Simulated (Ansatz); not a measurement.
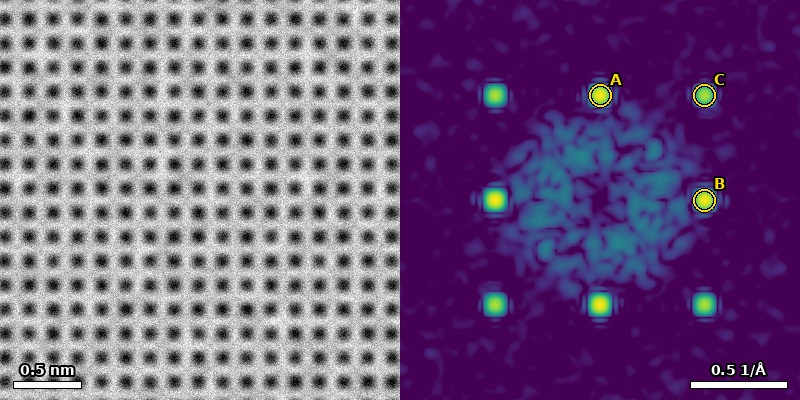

HRTEM-like image of a crystal. Simulated in the weak-phase-object approximation with neutral-atom potentials: 200 kV, Cs = 40 µm, defocus −120 Å (negative is underfocus), defocus spread 15 Å, aperture 0.96 1/Å. Shot noise and the speckle of an amorphous layer were added.

The right panel is the modulus of the image's Fourier transform on a logarithmic scale.

Which lattice spacings do the marked spots stand for, and what angle do A and B enclose?

A: 1.8 Å, B: 1.8 Å, C: 1.3 Å; A and B enclose about 90°.

The crystal is Cu (Fm-3m, No. 225) along [001]; the spots are (0 -2 0), (-2 0 0) and (-2 -2 0). Structure used: the input geometry of a calculation.
